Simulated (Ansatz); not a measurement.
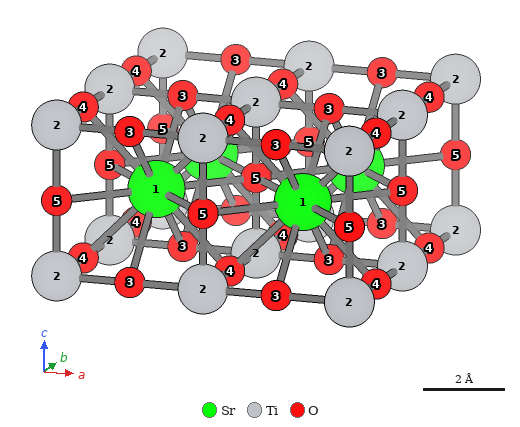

This is solid SrTiO3 (set up in Pm-3m). A ball-and-stick model of the cell of the calculation, repeated 2 × 2 × 1 with one cell outlined, seen slightly off an axis.

Method: DFT PBEsol, scalar-relativistic, plane waves, PAW (Ansatz 0.2.0). (plane-wave cutoff 420 eV; k-point mesh 8 × 8 × 8; occupations gaussian; smearing width 0.02 eV; no spin polarisation)

Change: All lengths are scaled by +2.0 % (volume +6.0 %), the atoms keeping their fractional coordinates. No relaxation follows.

The input:
```yaml
crystal:
  lattice:
    - [3.9674362799, 0.0, 0.0]
    - [0.0, 3.9674362799, 0.0]
    - [0.0, 0.0, 3.9674362799]
  atoms:
    - { symbol: Sr, position: [0.5, 0.5, 0.5] }
    - { symbol: Ti, position: [0.0, 0.0, 0.0] }
    - { symbol: O, position: [0.5, 0.0, 0.0] }
    - { symbol: O, position: [0.0, 0.5, 0.0] }
    - { symbol: O, position: [0.0, 0.0, 0.5] }
basis:
  ecutwfc: 420
kpoints:
  mp_grid: { grid: [8, 8, 8] }
hamiltonian:
  xc: pbesol
scf:
  occupations: { method: gaussian, width: 0.02 }
output:
  forces: true
  stress: true
  eigenvalues: true
```

Run as
```bash
ansatz run input.yaml --threads 2 --pin off --max-ram 5120MiB --backend cpu --events-out ev --progress --plain --runs-dir out
```

Q: What is the effect?

A: Energy change: +22.2 meV per atom. Pressure: 0.0 GPa before, −9.5 GPa after. All forces vanish by symmetry. Near-neighbour distances before and after: O–Sr 2.751 → 2.805 Å, O–Ti 1.946 → 1.984 Å. The space group stays Pm-3m (No. 221).

Drawn alike, the variant:

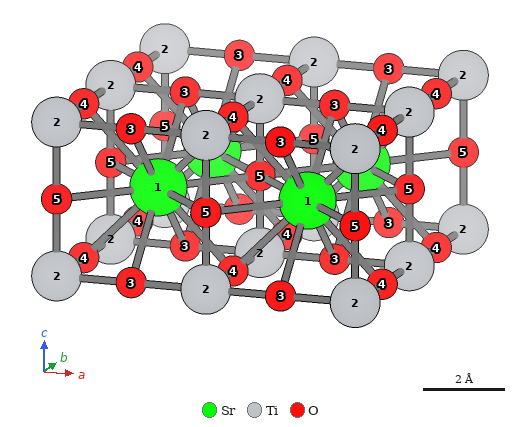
